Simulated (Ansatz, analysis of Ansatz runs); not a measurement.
**Reproducing a measured charge-transition level: N on an O site in ZnO**

How near does this set-up come to the measured charge-transition level? Subject: N on an O site in ZnO. Set-up: PBEsol, 72-site cell, PBEsol lattice, 420 eV, k: the single point 1/4 1/4 1/4 then 2x2x2 shifted 0.5 0.5 0.5, started with the impurity moved along one bond. The model is a cell of 72 host atoms with 1 O taken out and 1 N put in. The level is the Fermi energy at which two charge states have equal formation energy, after a correction for the images of the charge. A local or semilocal functional is the cheapest first rung.

**The experiment.** (0/-1) level above the valence-band top: 1.4 eV (“Acceptors in ZnO”, 2015, McCluskey et al.). The runs below try to reproduce this.

Method: plane-wave PAW DFT, PBEsol; relaxation of all atoms of a defect supercell, in Ansatz 0.2.0.

**1. The starting structure**

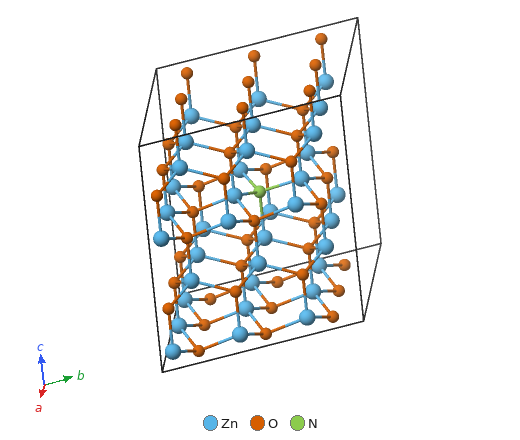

Start, viewed slightly off an axis; zinc blue, oxygen orange, nitrogen green. Some periodic images of atoms are drawn too.

The cell holds 72 atoms: 36 Zn, 35 O and 1 N. Cell: a = 9.690 Å, b = 9.690 Å, c = 10.428 Å, α = 90.0°, β = 90.0°, γ = 120.0°. It derives from ZnO (space group P6_3mc). Nearest the centre at fractional (0.444, 0.556, 0.439): N36 at 0.15 Å, Zn14 at 1.97 Å, Zn46 at 1.97 Å, Zn38 at 1.97 Å, Zn33 at 1.98 Å, O11 at 3.21 Å, O43 at 3.21 Å, O15 at 3.21 Å.

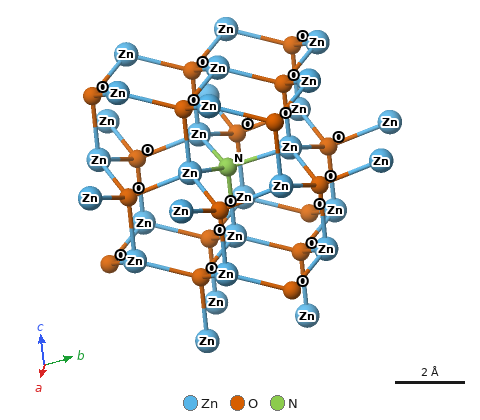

The atoms within 5 Å of the centre.

The host's primitive cell comes from a first run (plane-wave PAW DFT, PBEsol; relaxation of the host's cell and atoms): vectors of 3.230, 3.230 and 5.214 Å. That is 11.78 Å³ an atom, 1.0 % under the diffraction cell's volume. The supercell is built on it.

**2. Relaxation, charge 0**

Every later number rests on the structure around the defect, so the atoms are relaxed at the host's lattice first.

Contents of relax0/input.yaml:

```yaml
relax:
  f_tol: 0.02
  max_steps: 80
  random_displacement: { amplitude: 0.02, seed: 611 }
crystal:
  lattice:
    - [9.69022245, 0.0, 0.0]
    - [-4.84511122, 8.39197881, 0.0]
    - [0.0, 0.0, 10.42819828]
  atoms:
    - { symbol: Zn, position: [0.111111111, 0.222222222, 0.250014941] }
    - { symbol: Zn, position: [0.222222222, 0.111111111, 1.4941e-05] }
    - { symbol: O, position: [0.222222222, 0.111111111, 0.189490059] }
    - { symbol: O, position: [0.111111111, 0.222222222, 0.439490059] }
    - { symbol: Zn, position: [0.111111111, 0.222222222, 0.750014941] }
    - { symbol: Zn, position: [0.222222222, 0.111111111, 0.500014941] }
    - { symbol: O, position: [0.222222222, 0.111111111, 0.689490059] }
    - { symbol: O, position: [0.111111111, 0.222222222, 0.939490059] }
    - { symbol: Zn, position: [0.111111111, 0.555555556, 0.250014941] }
    - { symbol: Zn, position: [0.222222222, 0.444444444, 1.4941e-05] }
    - { symbol: O, position: [0.222222222, 0.444444444, 0.189490059] }
    - { symbol: O, position: [0.111111111, 0.555555556, 0.439490059] }
    - { symbol: Zn, position: [0.111111111, 0.555555556, 0.750014941] }
    - { symbol: Zn, position: [0.222222222, 0.444444444, 0.500014941] }
    - { symbol: O, position: [0.222222222, 0.444444444, 0.689490059] }
    - { symbol: O, position: [0.111111111, 0.555555556, 0.939490059] }
    - { symbol: Zn, position: [0.111111111, 0.888888889, 0.250014941] }
    - { symbol: Zn, position: [0.222222222, 0.777777778, 1.4941e-05] }
    - { symbol: O, position: [0.222222222, 0.777777778, 0.189490059] }
    - { symbol: O, position: [0.111111111, 0.888888889, 0.439490059] }
    - { symbol: Zn, position: [0.111111111, 0.888888889, 0.750014941] }
    - { symbol: Zn, position: [0.222222222, 0.777777778, 0.500014941] }
    - { symbol: O, position: [0.222222222, 0.777777778, 0.689490059] }
    - { symbol: O, position: [0.111111111, 0.888888889, 0.939490059] }
    - { symbol: Zn, position: [0.444444444, 0.222222222, 0.250014941] }
    - { symbol: Zn, position: [0.555555556, 0.111111111, 1.4941e-05] }
    - { symbol: O, position: [0.555555556, 0.111111111, 0.189490059] }
    - { symbol: O, position: [0.444444444, 0.222222222, 0.439490059] }
    - { symbol: Zn, position: [0.444444444, 0.222222222, 0.750014941] }
    - { symbol: Zn, position: [0.555555556, 0.111111111, 0.500014941] }
    - { symbol: O, position: [0.555555556, 0.111111111, 0.689490059] }
    - { symbol: O, position: [0.444444444, 0.222222222, 0.939490059] }
    - { symbol: Zn, position: [0.444444444, 0.555555556, 0.250014941] }
    - { symbol: Zn, position: [0.555555556, 0.444444444, 1.4941e-05] }
    - { symbol: O, position: [0.555555556, 0.444444444, 0.189490059] }
    - { symbol: "N", position: [0.444444444, 0.555555556, 0.453874135] }
    - { symbol: Zn, position: [0.444444444, 0.555555556, 0.750014941] }
    - { symbol: Zn, position: [0.555555556, 0.444444444, 0.500014941] }
    - { symbol: O, position: [0.555555556, 0.444444444, 0.689490059] }
    - { symbol: O, position: [0.444444444, 0.555555556, 0.939490059] }
    - { symbol: Zn, position: [0.444444444, 0.888888889, 0.250014941] }
    - { symbol: Zn, position: [0.555555556, 0.777777778, 1.4941e-05] }
    - { symbol: O, position: [0.555555556, 0.777777778, 0.189490059] }
    - { symbol: O, position: [0.444444444, 0.888888889, 0.439490059] }
    - { symbol: Zn, position: [0.444444444, 0.888888889, 0.750014941] }
    - { symbol: Zn, position: [0.555555556, 0.777777778, 0.500014941] }
    - { symbol: O, position: [0.555555556, 0.777777778, 0.689490059] }
    - { symbol: O, position: [0.444444444, 0.888888889, 0.939490059] }
    - { symbol: Zn, position: [0.777777778, 0.222222222, 0.250014941] }
    - { symbol: Zn, position: [0.888888889, 0.111111111, 1.4941e-05] }
    - { symbol: O, position: [0.888888889, 0.111111111, 0.189490059] }
    - { symbol: O, position: [0.777777778, 0.222222222, 0.439490059] }
    - { symbol: Zn, position: [0.777777778, 0.222222222, 0.750014941] }
    - { symbol: Zn, position: [0.888888889, 0.111111111, 0.500014941] }
    - { symbol: O, position: [0.888888889, 0.111111111, 0.689490059] }
    - { symbol: O, position: [0.777777778, 0.222222222, 0.939490059] }
    - { symbol: Zn, position: [0.777777778, 0.555555556, 0.250014941] }
    - { symbol: Zn, position: [0.888888889, 0.444444444, 1.4941e-05] }
    - { symbol: O, position: [0.888888889, 0.444444444, 0.189490059] }
    - { symbol: O, position: [0.777777778, 0.555555556, 0.439490059] }
    - { symbol: Zn, position: [0.777777778, 0.555555556, 0.750014941] }
    - { symbol: Zn, position: [0.888888889, 0.444444444, 0.500014941] }
    - { symbol: O, position: [0.888888889, 0.444444444, 0.689490059] }
    - { symbol: O, position: [0.777777778, 0.555555556, 0.939490059] }
    - { symbol: Zn, position: [0.777777778, 0.888888889, 0.250014941] }
    - { symbol: Zn, position: [0.888888889, 0.777777778, 1.4941e-05] }
    - { symbol: O, position: [0.888888889, 0.777777778, 0.189490059] }
    - { symbol: O, position: [0.777777778, 0.888888889, 0.439490059] }
    - { symbol: Zn, position: [0.777777778, 0.888888889, 0.750014941] }
    - { symbol: Zn, position: [0.888888889, 0.777777778, 0.500014941] }
    - { symbol: O, position: [0.888888889, 0.777777778, 0.689490059] }
    - { symbol: O, position: [0.777777778, 0.888888889, 0.939490059] }
  host:
    repeats: [3, 3, 2]
    atoms:
      - { symbol: Zn, position: [0.333333333, 0.666666667, 0.500029882] }
      - { symbol: Zn, position: [0.666666667, 0.333333333, 2.9882e-05] }
      - { symbol: O, position: [0.666666667, 0.333333333, 0.378980118] }
      - { symbol: O, position: [0.333333333, 0.666666667, 0.878980118] }
basis:
  ecutwfc: 420
  xc_grid: 2
hamiltonian:
  xc: pbesol
kpoints:
  mp_grid: { grid: [1, 1, 1], shift: [0.25, 0.25, 0.25] }
magnetization:
  spin_polarized: true
  initial_magnetization: 1
  spin_locking: { lock_magnetization: hard }
scf:
  occupations: { method: fermi_dirac, width: 0.01 }
  max_iter: 120
output:
  forces: true
  charged_corrections:
    epsilon: [5.3, 5.3, 5.35]
    static_epsilon: [10.12, 10.12, 10.97]
    defect_position: [0.444444, 0.555556, 0.43949]
checkpoint:
  write: "../relax0.run"
  compress: false
  write_wavefunctions: true
  write_every: 100000
```

The run is started by

```
ansatz run input.yaml --threads 4 --pin off --max-ram 14131MiB --backend cpu --events-out ev --progress --plain --runs-dir out
```

Numbers of over 12 decimals in the logs are rounded to 6 here.

The log of the run:

```text
[... repeated set-up lines and file paths are left out, and long positions are rounded to six places ...]
Engine: ansatz 0.2.0, aarch64-unknown-linux-gnu
Pseudopotentials: kind: paw
Pseudopotential: Zn, paw, valence charge 12, recommended cutoff 420 eV (normal), Zn.paw.azcp
Pseudopotential: O, paw, valence charge 6, recommended cutoff 420 eV (normal), O.paw.azcp
Pseudopotential: N, paw, valence charge 5, recommended cutoff 420 eV (normal), N.paw.azcp
Functional definition: PBEsol
  exchange = pbesol_x
  correlation = pbesol_c
Crystal: 72 atoms, lattice volume = 848.023 Å³
Basis set: ecut = 420 eV, 16571 PW (Γ), exchange–correlation on 144×144×144 points (8 copies of the dense FFT grid, shifted against one another)
Bands: 396, of which v1, the nominal top of the filled ones, is band 324 counted from 1 (323 counted from 0)
Symmetry: 1 space group operations
k-points: 1
Non-local potential: Zn, projectors of the file, l = 0: 2, l = 1: 2, l = 2: 3, l = 3: 1
Non-local potential: O, projectors of the file, l = 0: 2, l = 1: 2, l = 2: 1
Non-local potential: N, projectors of the file, l = 0: 2, l = 1: 2, l = 2: 1
PAW form: soft (Blöchl's): semilocal exchange-correlation on the pseudo side does not see the compensation charge
PAW frozen core: Zn, regenerated for the run's functional, and the local potential with it (the file was generated under x = pbe(κ = 0.804, μ = 0.219515), c = pbe(β = 0.066725))
PAW frozen core: O, regenerated for the run's functional, and the local potential with it (the file was generated under x = pbe(κ = 0.804, μ = 0.219515), c = pbe(β = 0.066725))
PAW frozen core: N, regenerated for the run's functional, and the local potential with it (the file was generated under x = pbe(κ = 0.804, μ = 0.219515), c = pbe(β = 0.066725))
PAW one-centre angular grid: Zn, 590 points (default); XC on 64 Gauss nodes
PAW one-centre angular grid: O, 110 points (default); XC on 64 Gauss nodes
PAW one-centre angular grid: N, 110 points (default); XC on 64 Gauss nodes
Initial density: superposition of atomic densities (chi_scale 0.1, normalization cell, long waves kept (reshape's long-wave potential 0.19 eV rms))
Starting moments: Σ|m| = 1 μB on 72 of 72 sites
Initial wavefunctions: pseudopotential atomic-orbital guess
Functional: x = pbesol(κ = 0.804, μ = 0.123457), c = pbesol(β = 0.046)
SCF iter   1: F=—  HF=-138150.810095 eV  |F-HF|=—  |Δ(HF+E_count)|=         —  Δρ=5.24e-2 (↑5.06e-2 ↓5.24e-2)  dr2=5.96e1  dr2_m=2.64e-2  M=1.000 μB ∫|m|=1.034 μB  β_m=0.30  ethr=3.10e-3  ⟨swp⟩=6.0  Hψ=2874  notcnv=0  defer=2
preconditioner: auto → Resta (q_TF=auto, 2.608 Å⁻¹)  ε∞=6.5  [insulator: Δε(μ)=0.054 eV  Ē_g=13.775 eV  σ=0.010 eV  W_gap=0.87  n_scr=242 (ndim 8)  ℏωp=32.4 eV  f_vac=0.000  D(μ)=12.04/eV (n_scr^D=58)  ε∞_Penn≈6.5]
spin=Collinear: Resta preconditioning applied to the charge; magnetization (m = ρ↑ − ρ↓) channel mixes plain (no charge-response kernel on spin).
SCF iter   2: F=—  HF=-138137.404099 eV  |F-HF|=—  |Δ(HF+E_count)|=    1.34e1  Δρ=2.62e-2 (↑2.57e-2 ↓2.62e-2)  dr2=1.64e1  dr2_m=1.73e-2  M=1.000 μB ∫|m|=1.056 μB  β_m=0.41  ethr=3.10e-3  ⟨swp⟩=2.0  Hψ=1502  notcnv=0  defer=132
SCF iter   3: F=—  HF=-138133.258642 eV  |F-HF|=—  |Δ(HF+E_count)|=    4.15e0  Δρ=1.40e-2 (↑1.01e-2 ↓1.40e-2)  dr2=3.26e0  dr2_m=1.71e-1  M=1.000 μB ∫|m|=1.121 μB  β_m=0.55  ethr=2.54e-3  ⟨swp⟩=2.0  Hψ=924  notcnv=0  defer=132
SCF iter   4: F=—  HF=-138132.642544 eV  |F-HF|=—  |Δ(HF+E_count)|=   6.16e-1  Δρ=9.57e-3 (↑5.36e-3 ↓9.57e-3)  dr2=1.94e0  dr2_m=9.74e-2  M=1.000 μB ∫|m|=1.114 μB  β_m=0.49  ethr=5.04e-4  ⟨swp⟩=2.0  Hψ=1250  notcnv=0  defer=132
SCF iter   5: F=—  HF=-138132.507734 eV  |F-HF|=—  |Δ(HF+E_count)|=   1.35e-1  Δρ=3.85e-3 (↑2.41e-3 ↓3.85e-3)  dr2=1.83e-1  dr2_m=2.52e-2  M=1.000 μB ∫|m|=1.112 μB  β_m=0.74  ethr=3.00e-4  ⟨swp⟩=2.0  Hψ=1502  notcnv=0  defer=132
SCF iter   6: F=—  HF=-138132.615244 eV  |F-HF|=—  |Δ(HF+E_count)|=   1.08e-1  Δρ=2.51e-3 (↑1.57e-3 ↓2.51e-3)  dr2=1.26e-1  dr2_m=3.98e-3  M=1.000 μB ∫|m|=1.094 μB  β_m=0.70  ethr=2.82e-5  ⟨swp⟩=2.0  Hψ=1260  notcnv=0  defer=132
SCF iter   7: F=—  HF=-138132.607902 eV  |F-HF|=—  |Δ(HF+E_count)|=   7.34e-3  Δρ=1.32e-3 (↑4.35e-4 ↓1.32e-3)  dr2=2.27e-2  dr2_m=3.11e-3  M=1.000 μB ∫|m|=1.108 μB  β_m=0.69  ethr=1.95e-5  ⟨swp⟩=2.0  Hψ=1502  notcnv=0  defer=132
SCF iter   8: F=—  HF=-138132.607717 eV  |F-HF|=—  |Δ(HF+E_count)|=   1.85e-4  Δρ=6.42e-4 (↑2.54e-4 ↓6.42e-4)  dr2=5.54e-3  dr2_m=7.43e-4  M=1.000 μB ∫|m|=1.103 μB  β_m=0.75  ethr=3.51e-6  ⟨swp⟩=2.0  Hψ=1250  notcnv=0  defer=132
SCF iter   9: F=—  HF=-138132.608693 eV  |F-HF|=—  |Δ(HF+E_count)|=   9.75e-4  Δρ=4.86e-4 (↑1.60e-4 ↓4.86e-4)  dr2=2.20e-3  dr2_m=4.38e-4  M=1.000 μB ∫|m|=1.103 μB  β_m=0.81  ethr=8.56e-7  ⟨swp⟩=2.0  Hψ=1253  notcnv=0  defer=132
SCF iter  10: F=—  HF=-138132.608820 eV  |F-HF|=—  |Δ(HF+E_count)|=   1.27e-4  Δρ=3.81e-4 (↑9.82e-5 ↓3.81e-4)  dr2=9.62e-4  dr2_m=2.90e-4  M=1.000 μB ∫|m|=1.101 μB  β_m=0.91  ethr=3.40e-7  ⟨swp⟩=2.0  Hψ=1252  notcnv=0  defer=132
SCF iter  11: F=—  HF=-138132.609168 eV  |F-HF|=—  |Δ(HF+E_count)|=   3.48e-4  Δρ=4.99e-4 (↑1.28e-4 ↓4.99e-4)  dr2=2.09e-3  dr2_m=4.41e-4  M=1.000 μB ∫|m|=1.100 μB  β_m=0.90  ethr=1.49e-7  ⟨swp⟩=2.0  Hψ=1291  notcnv=0  defer=132
[...]
SCF 1 converged in 18 iterations: F = -138132.608914 eV  dr2 = 2.27e-7
  greatest PAW one-centre occupation: 0.987 electrons in one spin orbital (limit 2), on the Zn atom at site 32 (counted from 0), in its partial waves of l = 2
relax step   1: F+E_penalty+E_count = -138132.60891443 eV  Δ(F+E_penalty+E_count) = +0.000e0 eV  max|allowed force component| = 8.852e-1 eV/Å  Δτ_max = 0.0000 Å  (18 SCF iters, dr2 threshold 1.00e-5 eV, accepted)
[...]
relax step   2: F+E_penalty+E_count = -138132.79947580 eV  Δ(F+E_penalty+E_count) = -1.906e-1 eV  max|allowed force component| = 7.404e-1 eV/Å  Δτ_max = 0.0525 Å  (9 SCF iters, dr2 threshold 4.90e-5 eV, accepted)
relax step   3: F+E_penalty+E_count = -138132.90739594 eV  Δ(F+E_penalty+E_count) = -1.079e-1 eV  max|allowed force component| = 2.248e-1 eV/Å  Δτ_max = 0.1385 Å  (9 SCF iters, dr2 threshold 3.43e-5 eV, accepted)
relax step   4: F+E_penalty+E_count = -138132.96218453 eV  Δ(F+E_penalty+E_count) = -5.479e-2 eV  max|allowed force component| = 9.067e-2 eV/Å  Δτ_max = 0.0689 Å  (9 SCF iters, dr2 threshold 4.66e-6 eV, accepted)
relax step   5: F+E_penalty+E_count = -138132.96597150 eV  Δ(F+E_penalty+E_count) = -3.787e-3 eV  max|allowed force component| = 3.522e-2 eV/Å  Δτ_max = 0.0164 Å  (9 SCF iters, dr2 threshold 7.58e-7 eV, accepted)
relax step   6: F+E_penalty+E_count = -138132.96629015 eV  Δ(F+E_penalty+E_count) = -3.186e-4 eV  max|allowed force component| = 3.995e-2 eV/Å  Δτ_max = 0.0138 Å  (10 SCF iters, accepted)
relax step   7: F+E_penalty+E_count = -138132.96652836 eV  Δ(F+E_penalty+E_count) = -2.382e-4 eV  max|allowed force component| = 2.440e-2 eV/Å  Δτ_max = 0.0112 Å  (11 SCF iters, accepted)
[...]
relax step   8: F+E_penalty+E_count = -138132.96674391 eV  Δ(F+E_penalty+E_count) = -2.155e-4 eV  max|allowed force component| = 4.024e-3 eV/Å  Δτ_max = 0.0041 Å  (8 SCF iters, accepted)
NSCF: frozen V_eff on 1 k-points
the band table was solved once a step of the walk had ended and its energy, with any forces and stress, was formed, with the checks that follow a solve (2707 applications of the Hamiltonian). They found nothing against the state; [...]
SCF converged after 8 iterations
Stability checked in part: among states of this total moment the steps that led to this state did not find it unstable. No probe was made; neither looks for a lower state of another moment (fixed_total_moment; see scf.lower_state_search)
Magnetization: 1.0000 μB (324.0000 up, 323.0000 down)
Absolute magnetization: 1.1138 μB (∫|ρ↑−ρ↓|, with the PAW one-centre terms)
Spin contamination: 0.0025 ħ² per cell (⟨S²⟩ above its minimum at these occupations)
Per-site moments (μB) at R_I (Å): [(0.00126918, 0.811851), (0.000182451, 0.811584), (0.000775418, 0.811900), [... 69 left out ...]
Free energy (F): -138132.966744 eV
Harris-Foulkes:  -138132.966744 eV  (|F-HF|=6.58e-9)
Internal energy: -138132.966695 eV  (E = F + TS)
E sigma→0 (E₀):  -138132.966719 eV
Entropy (-TS):   -0.000049 eV (-0.001 meV/atom)
Fermi energy:    7.295020 (↑ 8.265149, ↓ 7.295020) eV
--- Per-component energies (eV) ---
  E_band       = 1142.130300
  E_kinetic    = 10944.678867
  E_local      = -71584.936203  (includes V_loc(G=0)·N_el)
  E_nonlocal   = 24069.425052
  E_hartree    = 29328.386469
  E_xc         = -7459.281504
  E_vxc        = -5197.040873  (∫ρ·V_xc dr)
  E_paw        = -70058.092443  (= ΣΔE_a)
  E_vpaw       = -15746.842905  (= ΣTr[D̂ρ^β])
  E_aug_tail   = 0.072863  (compensation charges beyond the density's cutoff)
  E_ewald      = -53403.187749
  E_core_change = 29.967953  (= ΣΔE_core)
  E_smearing   = -0.000049  (= −TS)
  E_closure    = -0.000000  (closes the sum)
  Σ components = -138132.966744   (vs F -138132.966744, Δ=0.00e0)
--- Forces (eV/Å), atoms counted from 1 ---
  atom   1  Zn    -0.00042796     0.00045547    -0.00037416
  atom   2  Zn     0.00026135     0.00012271     0.00161507
  [... 8 atoms left out ...]
  atom  11  O      0.00113089     0.00097198    -0.00063859
  [... 2 atoms left out ...]
  atom  14  Zn    -0.00185548    -0.00164453    -0.00080741
  atom  15  O      0.00087940    -0.00029866     0.00115541
  [... 17 atoms left out ...]
  atom  33  Zn     0.00055633    -0.00059883    -0.00152904
  [... 1 atom left out ...]
  atom  35  O     -0.00238256     0.00152236    -0.00108052
  atom  36  N     -0.00035687    -0.00113170    -0.00402422
  [... 1 atom left out ...]
  atom  38  Zn     0.00133476    -0.00062717    -0.00065033
  [... 4 atoms left out ...]
  atom  43  O      0.00020029    -0.00146802    -0.00121630
  [... 2 atoms left out ...]
  atom  46  Zn     0.00033945     0.00225323    -0.00108153
  atom  47  O     -0.00002654    -0.00000986     0.00100124
  [... 25 atoms left out ...]
  max |Σ_I F_I| component: 1.20e-5 eV/Å
--- Band table (eV) ---
  k-point 0 ↑: bands = ["-10.7561", "-10.6373", "-10.6073", "-10.5693", [... 388 left out ...] "17.2622", "17.2873", "17.2954", "17.3096"]
  k-point 0 ↓: bands = ["-10.7421", "-10.6201", "-10.5935", "-10.5528", [... 388 left out ...] "17.2670", "17.2891", "17.2992", "17.3134"]
--- Relaxed structure (8 steps of the walk, 8 accepted, 0 SCFs on fresh bases) ---
  F+E_penalty+E_count = -138132.96674391 eV   max|allowed force component| = 4.024e-3 eV/Å
  atoms:
    - { symbol: Zn, position: [0.110478, 0.223116, 0.249829] }
    - { symbol: Zn, position: [0.221779, 0.110316, 0.001225] }
    [... 8 atoms left out ...]
    - { symbol: O, position: [0.220043, 0.444045, 0.186510] }
    [... 2 atoms left out ...]
    - { symbol: Zn, position: [0.226389, 0.440642, 0.497083] }
    - { symbol: O, position: [0.221155, 0.443101, 0.688498] }
    [... 17 atoms left out ...]
    - { symbol: Zn, position: [0.441290, 0.558105, 0.254573] }
    [... 1 atom left out ...]
    - { symbol: O, position: [0.553103, 0.446714, 0.190227] }
    - { symbol: N, position: [0.444788, 0.554877, 0.439695] }
    [... 1 atom left out ...]
    - { symbol: Zn, position: [0.552551, 0.446352, 0.504734] }
    [... 4 atoms left out ...]
    - { symbol: O, position: [0.555547, 0.779418, 0.186471] }
    [... 2 atoms left out ...]
    - { symbol: Zn, position: [0.558752, 0.773131, 0.496908] }
    - { symbol: O, position: [0.556785, 0.778688, 0.688539] }
    [... 25 atoms left out ...]
```

Elapsed: 6.8 min, on 4 threads of Arm Neoverse V2, shared host; peak memory 3.7 GiB; 27 min of CPU time.

(Part 1 of 3 ends here.)

[Logs are printed without paths, hosts, clocks, repeated set-up lines and the standing remarks that a program may print on its own settings, such as how far it seeks lower states.]

[Hosts, paths, dates, database ids (printed as entryN), source tags and the programs' standing remarks are cut or masked in the printed files.]

[For some hosts the program warned that the k-mesh of the response run may be too coarse for force constants and the static dielectric constant; such warnings are not shown here.]
